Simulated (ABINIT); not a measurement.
AlCo: geometry relaxation (part 2 of 2)

AlCo (Pm-3m, 2 atoms in the cell); Kohn-Sham DFT of a periodic cell, PBE, JTH PAW PBE v2.0, spin-polarised (ABINIT 10.8.3); cutoff 707.5 eV, 7×7×7 k-mesh, fermi-dirac of 0.05 eV, collinear spins. The structure derives from a Materials Project entry.

Geometry of the input (Å; fractional positions):
```
2.8194  0.0000  0.0000
0.0000  2.8194  0.0000
0.0000  0.0000  2.8194
Co 0.5000  0.5000  0.5000
Al 0.0000  0.0000  0.0000
```

What the program printed, continued:
```
--- !ResultsGS
iteration_state: {dtset: 1, itime: 2, icycle: 1, }
comment   : Summary of ground state results
lattice_vectors:
- [  5.3100528,   0.0000000,   0.0000000, ]
- [  0.0000000,   5.3100528,   0.0000000, ]
- [  0.0000000,   0.0000000,   5.3100528, ]
lattice_lengths: [   5.31005,    5.31005,    5.31005, ]
lattice_angles: [ 90.000,  90.000,  90.000, ] # degrees, (23, 13, 12)
lattice_volume:   1.4972576E+02
convergence: {deltae:  1.555E-11, res2:  6.805E-10, residm:  1.341E-07, diffor: null, }
etotal    :  -1.48556079E+02
entropy   :   0.00000000E+00
fermie    :   5.00686509E-01
cartesian_stress_tensor: # hartree/bohr^3
- [ -3.01935936E-04,   0.00000000E+00,   0.00000000E+00, ]
- [  0.00000000E+00,  -3.01935936E-04,   0.00000000E+00, ]
- [  0.00000000E+00,   0.00000000E+00,  -3.01935936E-04, ]
pressure_GPa:   8.8833E+00
xred      :
- [  5.0000E-01,   5.0000E-01,   5.0000E-01, Co]
- [  0.0000E+00,   0.0000E+00,   0.0000E+00, Al]
cartesian_forces: # hartree/bohr
- [ -0.00000000E+00,  -0.00000000E+00,  -0.00000000E+00, ]
- [ -0.00000000E+00,  -0.00000000E+00,  -0.00000000E+00, ]
force_length_stats: {min:   0.00000000E+00, max:   0.00000000E+00, mean:   0.00000000E+00, }
...

 Integrated electronic and magnetization densities in atomic spheres:
 ------------------------------------------------------------------------------------------------------------
 Radius=ratsph(iatom), smearing ratsm=  0.0000. Diff(up-dn)=approximate z local magnetic moment.
    Atom    Radius    up_density   dn_density  Total(up+dn)  Diff(up-dn)
    1 Co   2.10903     7.856318     7.856318     15.712636     0.000000
    2 Al   1.90363     0.435501     0.435501      0.871002    -0.000000
 ------------------------------------------------------------------------------------------------------------
  Sum:                 8.291819     8.291819     16.583638     0.000000
 Total magnetization (from the atomic spheres):                0.000000
 Total magnetization (exact up - dn):                          0.000000

---OUTPUT-----------------------------------------------------------------------

 Cartesian coordinates (xcart) [bohr]
  2.65502639859775E+00  2.65502639859775E+00  2.65502639859775E+00
  0.00000000000000E+00  0.00000000000000E+00  0.00000000000000E+00
 Reduced coordinates (xred)
  5.00000000000000E-01  5.00000000000000E-01  5.00000000000000E-01
  0.00000000000000E+00  0.00000000000000E+00  0.00000000000000E+00
 Cartesian forces (fcart) [Ha/bohr]; max,rms= 0.00000E+00 0.00000E+00 (free atoms)
 -0.00000000000000E+00 -0.00000000000000E+00 -0.00000000000000E+00
 -0.00000000000000E+00 -0.00000000000000E+00 -0.00000000000000E+00
 Gradient of E wrt nuclear positions in reduced coordinates (gred)
  0.00000000000000E+00  0.00000000000000E+00  0.00000000000000E+00
  0.00000000000000E+00  0.00000000000000E+00  0.00000000000000E+00
 Scale of Primitive Cell (acell) [bohr]
  5.31005279719550E+00  5.31005279719550E+00  5.31005279719550E+00
 Real space primitive translations (rprimd) [bohr]
  5.31005279719550E+00  0.00000000000000E+00  0.00000000000000E+00
  0.00000000000000E+00  5.31005279719550E+00  0.00000000000000E+00
  0.00000000000000E+00  0.00000000000000E+00  5.31005279719550E+00
 Unitary Cell Volume (ucvol) [Bohr^3]=  1.49725757069418E+02
 Angles (23,13,12)= [degrees]
  9.00000000000000E+01  9.00000000000000E+01  9.00000000000000E+01
 Lengths [Bohr]
  5.31005279719550E+00  5.31005279719550E+00  5.31005279719550E+00
 Stress tensor in cartesian coordinates (strten) [Ha/bohr^3]
 -3.01935935770844E-04  0.00000000000000E+00  0.00000000000000E+00
  0.00000000000000E+00 -3.01935935770846E-04  0.00000000000000E+00
  0.00000000000000E+00  0.00000000000000E+00 -3.01935935770849E-04
 Total energy (etotal) [Ha]= -1.48556079112584E+02

 Difference of energy with previous step (new-old):
           Absolute (Ha)= 4.00128E-04
           Relative     = 2.69345E-06

--- Iteration: ( 3/60) Internal Cycle: (1/1)
--------------------------------------------------------------------------------

---SELF-CONSISTENT-FIELD CONVERGENCE--------------------------------------------

--- !BeginCycle
iteration_state: {dtset: 1, itime: 3, icycle: 1, }
solver: {iscf: 17, nstep: 100, nline: 4, wfoptalg: 10, }
tolerances: {tolvrs: 1.00E-09, }
...

     iter   Etot(hartree)      deltaE(h)  residm     nres2   difmagsph maxmagsph
 ETOT  1  -148.55958656949    -1.486E+02 1.622E-02 4.449E+00 3.731E-06 3.731E-06
 ETOT  2  -148.58923047208    -2.964E-02 1.930E-03 4.353E+01 3.425E-06 3.060E-07
 ETOT  3  -148.55470962847     3.452E-02 2.130E-02 1.684E-01 2.235E-05 2.227E-05
 ETOT  4  -148.55585117556    -1.142E-03 1.530E-03 1.124E-02 1.990E-05 2.433E-06
 ETOT  5  -148.55584399240     7.183E-06 1.920E-05 5.472E-03 1.514E-06 3.077E-06
 ETOT  6  -148.55583557672     8.416E-06 1.329E-06 1.701E-03 5.649E-07 3.642E-06
 ETOT  7  -148.55583407013     1.507E-06 5.982E-07 2.012E-04 2.846E-07 3.357E-06
 ETOT  8  -148.55583392826     1.419E-07 3.413E-07 1.986E-05 1.015E-06 2.343E-06
 ETOT  9  -148.55583392038     7.880E-09 7.701E-08 3.943E-06 5.733E-07 1.769E-06
 ETOT 10  -148.55583391700     3.380E-09 9.546E-08 2.165E-07 3.192E-07 1.450E-06
 ETOT 11  -148.55583391682     1.761E-10 8.905E-09 6.597E-10 3.935E-07 1.057E-06

 At SCF step   11       nres2   =  6.60E-10 < tolvrs=  1.00E-09 =>converged.

 Cartesian components of stress tensor (hartree/bohr^3)
  sigma(1 1)= -3.40379510E-04  sigma(3 2)=  0.00000000E+00
  sigma(2 2)= -3.40379510E-04  sigma(3 1)=  0.00000000E+00
  sigma(3 3)= -3.40379510E-04  sigma(2 1)=  0.00000000E+00

--- !ResultsGS
iteration_state: {dtset: 1, itime: 3, icycle: 1, }
comment   : Summary of ground state results
lattice_vectors:
- [  5.3010000,   0.0000000,   0.0000000, ]
- [  0.0000000,   5.3010000,   0.0000000, ]
- [  0.0000000,   0.0000000,   5.3010000, ]
lattice_lengths: [   5.30100,    5.30100,    5.30100, ]
lattice_angles: [ 90.000,  90.000,  90.000, ] # degrees, (23, 13, 12)
lattice_volume:   1.4896129E+02
convergence: {deltae:  1.761E-10, res2:  6.597E-10, residm:  8.905E-09, diffor: null, }
etotal    :  -1.48555834E+02
entropy   :   0.00000000E+00
fermie    :   5.03792609E-01
cartesian_stress_tensor: # hartree/bohr^3
- [ -3.40379510E-04,   0.00000000E+00,   0.00000000E+00, ]
- [  0.00000000E+00,  -3.40379510E-04,   0.00000000E+00, ]
- [  0.00000000E+00,   0.00000000E+00,  -3.40379510E-04, ]
pressure_GPa:   1.0014E+01
xred      :
- [  5.0000E-01,   5.0000E-01,   5.0000E-01, Co]
- [  0.0000E+00,   0.0000E+00,   0.0000E+00, Al]
cartesian_forces: # hartree/bohr
- [ -0.00000000E+00,  -0.00000000E+00,  -0.00000000E+00, ]
- [ -0.00000000E+00,  -0.00000000E+00,  -0.00000000E+00, ]
force_length_stats: {min:   0.00000000E+00, max:   0.00000000E+00, mean:   0.00000000E+00, }
...

 Integrated electronic and magnetization densities in atomic spheres:
 ------------------------------------------------------------------------------------------------------------
 Radius=ratsph(iatom), smearing ratsm=  0.0000. Diff(up-dn)=approximate z local magnetic moment.
    Atom    Radius    up_density   dn_density  Total(up+dn)  Diff(up-dn)
    1 Co   2.10903     7.862206     7.862205     15.724412     0.000001
    2 Al   1.90363     0.434707     0.434707      0.869415    -0.000000
 ------------------------------------------------------------------------------------------------------------
  Sum:                 8.296914     8.296913     16.593827     0.000001
 Total magnetization (from the atomic spheres):                0.000001
 Total magnetization (exact up - dn):                          0.000001

---OUTPUT-----------------------------------------------------------------------

 Cartesian coordinates (xcart) [bohr]
  2.65050000751418E+00  2.65050000751418E+00  2.65050000751418E+00
  0.00000000000000E+00  0.00000000000000E+00  0.00000000000000E+00
 Reduced coordinates (xred)
  5.00000000000000E-01  5.00000000000000E-01  5.00000000000000E-01
  0.00000000000000E+00  0.00000000000000E+00  0.00000000000000E+00
 Cartesian forces (fcart) [Ha/bohr]; max,rms= 0.00000E+00 0.00000E+00 (free atoms)
 -0.00000000000000E+00 -0.00000000000000E+00 -0.00000000000000E+00
 -0.00000000000000E+00 -0.00000000000000E+00 -0.00000000000000E+00
 Gradient of E wrt nuclear positions in reduced coordinates (gred)
  0.00000000000000E+00  0.00000000000000E+00  0.00000000000000E+00
  0.00000000000000E+00  0.00000000000000E+00  0.00000000000000E+00
 Scale of Primitive Cell (acell) [bohr]
  5.30100001502836E+00  5.30100001502836E+00  5.30100001502836E+00
 Real space primitive translations (rprimd) [bohr]
  5.30100001502836E+00  0.00000000000000E+00  0.00000000000000E+00
  0.00000000000000E+00  5.30100001502836E+00  0.00000000000000E+00
  0.00000000000000E+00  0.00000000000000E+00  5.30100001502836E+00
 Unitary Cell Volume (ucvol) [Bohr^3]=  1.48961287167918E+02
 Angles (23,13,12)= [degrees]
  9.00000000000000E+01  9.00000000000000E+01  9.00000000000000E+01
 Lengths [Bohr]
  5.30100001502836E+00  5.30100001502836E+00  5.30100001502836E+00
 Stress tensor in cartesian coordinates (strten) [Ha/bohr^3]
 -3.40379510290862E-04  0.00000000000000E+00  0.00000000000000E+00
  0.00000000000000E+00 -3.40379510290863E-04  0.00000000000000E+00
  0.00000000000000E+00  0.00000000000000E+00 -3.40379510290869E-04
 Total energy (etotal) [Ha]= -1.48555833916820E+02

 Difference of energy with previous step (new-old):
           Absolute (Ha)= 2.45196E-04
           Relative     = 1.65053E-06

 At Broyd/MD step   3, gradients are converged :
  max grad (force/stress) = 4.8641E-05 < tolmxf= 1.0000E-04 ha/bohr (free atoms)

================================================================================

 ----iterations are completed or convergence reached----

 Mean square residual over all n,k,spin=   40.658E-12; max=  89.045E-10
 reduced coordinates (array xred) for    2 atoms
       0.500000000000      0.500000000000      0.500000000000
       0.000000000000      0.000000000000      0.000000000000
 rms dE/dt=  0.0000E+00; max dE/dt=  0.0000E+00; dE/dt below (all hartree)
    1       0.000000000000      0.000000000000      0.000000000000
    2       0.000000000000      0.000000000000      0.000000000000

 cartesian coordinates (angstrom) at end:
    1      1.40258420052320     1.40258420052320     1.40258420052321
    2      0.00000000000000     0.00000000000000     0.00000000000000

 cartesian forces (hartree/bohr) at end:
    1     -0.00000000000000    -0.00000000000000    -0.00000000000000
    2     -0.00000000000000    -0.00000000000000    -0.00000000000000
 frms,max,avg= 0.0000000E+00 0.0000000E+00   0.000E+00  0.000E+00  0.000E+00 h/b

 cartesian forces (eV/Angstrom) at end:
    1     -0.00000000000000    -0.00000000000000    -0.00000000000000
    2     -0.00000000000000    -0.00000000000000    -0.00000000000000
 frms,max,avg= 0.0000000E+00 0.0000000E+00   0.000E+00  0.000E+00  0.000E+00 e/A
 length scales=  5.301000015028  5.301000015028  5.301000015028 bohr
              =  2.805168401046  2.805168401046  2.805168401046 angstroms
 Fermi (or HOMO) energy (hartree) =   0.50379   Average Vxc (hartree)=  -0.43992
 Magnetization (Bohr magneton)=  5.19008706E-07
 Total spin up =  1.00000003E+01   Total spin down =  9.99999974E+00
 Eigenvalues (hartree) for nkpt=  20  k points, SPIN UP:
 kpt#   1, nband= 15, wtk=  0.00292, kpt=  0.0000  0.0000  0.0000 (reduced coord)
  -2.97999   -1.63083   -1.63083   -1.63083    0.08539    0.38809    0.38809    0.47233
   0.47233    0.47233    0.73293    0.73293    0.73293    0.83385    0.83385
      occupation numbers for kpt#   1
   1.00000    1.00000    1.00000    1.00000    1.00000    1.00000    1.00000    1.00000
   1.00000    1.00000    0.00000    0.00000    0.00000    0.00000    0.00000
 prteigrs : prtvol=0 or 1, do not print more k-points.

 Eigenvalues (hartree) for nkpt=  20  k points, SPIN DOWN:
 kpt#   1, nband= 15, wtk=  0.00292, kpt=  0.0000  0.0000  0.0000 (reduced coord)
  -2.97999   -1.63083   -1.63083   -1.63083    0.08539    0.38809    0.38809    0.47233
   0.47233    0.47233    0.73293    0.73293    0.73293    0.83385    0.83385
      occupation numbers for kpt#   1
   1.00000    1.00000    1.00000    1.00000    1.00000    1.00000    1.00000    1.00000
   1.00000    1.00000    0.00000    0.00000    0.00000    0.00000    0.00000
 prteigrs : prtvol=0 or 1, do not print more k-points.

 Fermi (or HOMO) energy (eV) =  13.70890   Average Vxc (eV)= -11.97080
 Eigenvalues (   eV  ) for nkpt=  20  k points, SPIN UP:
 kpt#   1, nband= 15, wtk=  0.00292, kpt=  0.0000  0.0000  0.0000 (reduced coord)
 -81.08961  -44.37705  -44.37705  -44.37705    2.32362   10.56041   10.56041   12.85273
  12.85273   12.85273   19.94415   19.94415   19.94415   22.69010   22.69010
 prteigrs : prtvol=0 or 1, do not print more k-points.

 Eigenvalues (   eV  ) for nkpt=  20  k points, SPIN DOWN:
 kpt#   1, nband= 15, wtk=  0.00292, kpt=  0.0000  0.0000  0.0000 (reduced coord)
 -81.08961  -44.37705  -44.37705  -44.37705    2.32362   10.56041   10.56041   12.85273
  12.85273   12.85273   19.94415   19.94415   19.94415   22.69010   22.69010
 prteigrs : prtvol=0 or 1, do not print more k-points.

--- !EnergyTerms
iteration_state     : {dtset: 1, itime: 3, icycle: 1, }
comment             : Components of total free energy in Hartree
kinetic             :  1.29895411884148E+01
hartree             :  4.79443167105903E+01
xc                  : -4.33885761221123E+00
Ewald energy        : -8.74657720429319E+01
psp_core            :  1.53978250050594E+00
local_psp           : -1.45427726474114E+02
PAW spherical_terms :  2.62030031404148E+01
internal            : -1.48555712589331E+02
'-kT*entropy'       : -1.31851633946007E-04
total_energy        : -1.48555844440965E+02
total_energy_eV     : -4.04241046218097E+03
...

--- !EnergyTermsDC
iteration_state     : {dtset: 1, itime: 3, icycle: 1, }
comment             : '"Double-counting" decomposition of free energy'
band_energy         : -1.10715611721310E+01
Ewald energy        : -8.74657720429319E+01
psp_core            :  1.53978250050594E+00
xc_dc               : -4.69218244996281E+01
PAW spherical_terms : -4.63632685100104E+00
internal            : -1.48555702065186E+02
'-kT*entropy'       : -1.31851633946007E-04
total_energy_dc     : -1.48555833916820E+02
total_energy_dc_eV  : -4.04241017580440E+03
...

--- !EnergyTermsWithPAWCore
iteration_state     : {dtset: 1, itime: 3, icycle: 1, }
comment             : 'Components of total free energy, including PAW core contributions'
Total energy        : -1.63631429913002E+03
Total energy DC     : -1.63631428860588E+03
Total energy (eV)   : -4.45263804134488E+04
Total energy DC (eV): -4.45263801270722E+04
...

 Cartesian components of stress tensor (hartree/bohr^3)
  sigma(1 1)= -3.40379510E-04  sigma(3 2)=  0.00000000E+00
  sigma(2 2)= -3.40379510E-04  sigma(3 1)=  0.00000000E+00
  sigma(3 3)= -3.40379510E-04  sigma(2 1)=  0.00000000E+00

-Cartesian components of stress tensor (GPa)         [Pressure=  1.0014E+01 GPa]
- sigma(1 1)= -1.00143109E+01  sigma(3 2)=  0.00000000E+00
- sigma(2 2)= -1.00143109E+01  sigma(3 1)=  0.00000000E+00
- sigma(3 3)= -1.00143109E+01  sigma(2 1)=  0.00000000E+00

== END DATASET(S) ==============================================================
================================================================================

 -outvars: echo values of variables after computation  --------
            acell      5.3010000150E+00  5.3010000150E+00  5.3010000150E+00 Bohr
           etotal     -1.4855583392E+02
            fcart     -0.0000000000E+00 -0.0000000000E+00 -0.0000000000E+00
                      -0.0000000000E+00 -0.0000000000E+00 -0.0000000000E+00
           strten     -3.4037951029E-04 -3.4037951029E-04 -3.4037951029E-04
                       0.0000000000E+00  0.0000000000E+00  0.0000000000E+00
           xangst      1.4025842005E+00  1.4025842005E+00  1.4025842005E+00
                       0.0000000000E+00  0.0000000000E+00  0.0000000000E+00
             xred      5.0000000000E-01  5.0000000000E-01  5.0000000000E-01
                       0.0000000000E+00  0.0000000000E+00  0.0000000000E+00
 Calculation completed.
```

Trajectory as extended XYZ (Å, eV, eV/Å), 3 frames, from step=0 to step=2:
```
2
Lattice="2.8194 0.0000 0.0000 0.0000 2.8194 0.0000 0.0000 0.0000 2.8194" Properties=species:S:1:pos:R:3:forces:R:3 step=0 energy=-4042.42774
Co    1.4097    1.4097    1.4097    0.0000   0.0000   0.0000
Al    0.0000    0.0000    0.0000    0.0000   0.0000   0.0000
2
Lattice="2.8100 0.0000 0.0000 0.0000 2.8100 0.0000 0.0000 0.0000 2.8100" Properties=species:S:1:pos:R:3:forces:R:3 step=1 energy=-4042.41685
Co    1.4050    1.4050    1.4050    0.0000   0.0000   0.0000
Al    0.0000    0.0000    0.0000    0.0000   0.0000   0.0000
2
Lattice="2.8052 0.0000 0.0000 0.0000 2.8052 0.0000 0.0000 0.0000 2.8052" Properties=species:S:1:pos:R:3:forces:R:3 step=2 energy=-4042.41018
Co    1.4026    1.4026    1.4026    0.0000   0.0000   0.0000
Al    0.0000    0.0000    0.0000    0.0000   0.0000   0.0000
```

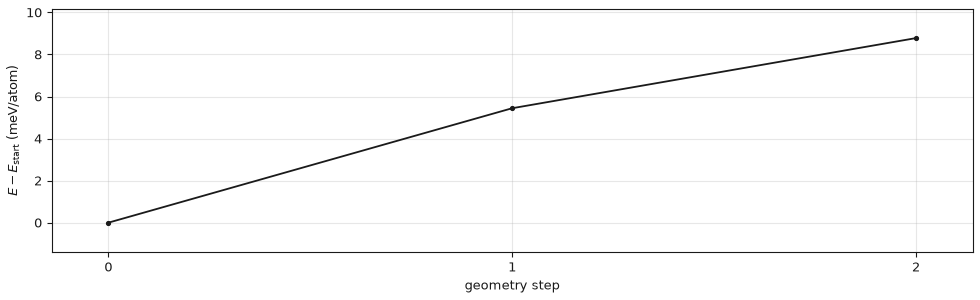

**Figure 1.** Progress of the relaxation, step by step (steps are counted from 0).

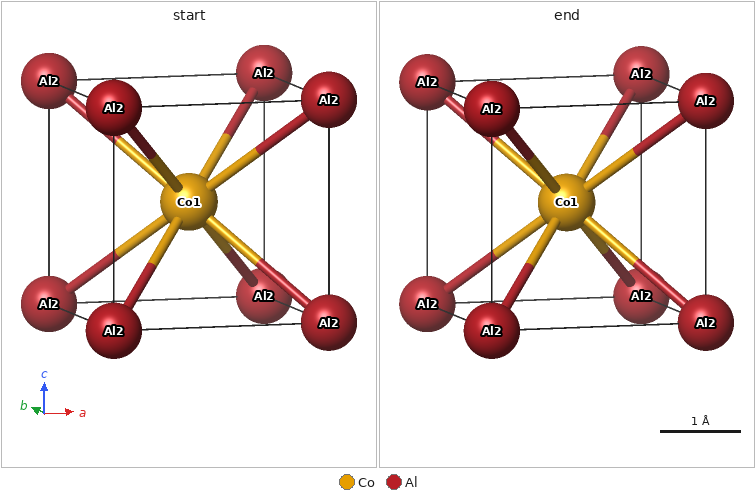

**Figure 2.** Before (left) and after (right) the relaxation, at one scale (ball-and-stick view of the cell of the calculation, seen slightly off an axis). The energy rises by 8.8 meV per atom in 2 geometry steps. All forces vanish by symmetry, so only the cell relaxes. No atom moves by more than 0.005 Å relative to the cell. Cell: a = b = c 2.819 → 2.805 Å (−0.5 %). Volume −1.5 %. Distances before and after: Co1–Al2 2.442 → 2.429 Å. The space group stays Pm-3m (No. 221). (Atoms are counted from 1 in the order of the input.)

Summary:

```csv
quantity,value
outcome,converged
space group (tolerance 0.01 Å),Pm-3m (221)
electrons treated,20
free energy,−4042.4102 eV
Fermi energy,13.709 eV
gap on the k-point mesh,none (metallic)
net moment of the cell,0.00 μB
pressure,10.01 GPa
final volume,22.07 Å³
largest force (length of the vector) at the end,under 0.001 eV/Å
final cell,"a = 2.805 Å, b = 2.805 Å, c = 2.805 Å, α = 90.00°, β = 90.00°, γ = 90.00°"
wall time,88 s
peak memory,0.14 GiB
```

The cell is under a pressure of 10.0 GPa at this level, so it is not at its equilibrium volume.
